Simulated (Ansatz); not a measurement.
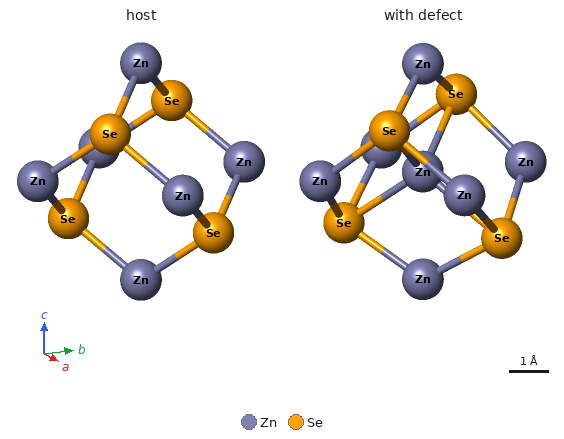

Left: perfect ZnSe. Right: the same region with one point defect, after relaxing the atoms in a supercell of 32 sites. The picture is a ball-and-stick view of the atoms within 3.8 Å of one point, seen slightly off an axis.

Theory: Ansatz, DFT PBE, scalar-relativistic, plane waves, PAW. (plane-wave cutoff 420 eV; k-point mesh 2 × 2 × 2; occupations gaussian; smearing width 0.01 eV; mesh shifted by (0.5, 0.5, 0.5); no spin polarisation) The cell is small and the k-mesh coarse, so the numbers are rough. The axes drawn are those of the host's conventional cell.

Q: Which defect is it?

A: An extra zinc atom is put between the host's atoms (an interstitial).

The charge state of the cell is 0.

Q: How does the lattice respond?

A: The Zn atom starts with 4 Se at 2.48 Å, 6 Zn at 2.87 Å around its place and ends with 4 Se at 2.70 Å, 6 Zn at 2.85 to 2.86 Å. Of the host's atoms, a selenium atom moves furthest from its site, by 0.22 Å. The Zn atom itself moves 0.06 Å from where it was put.
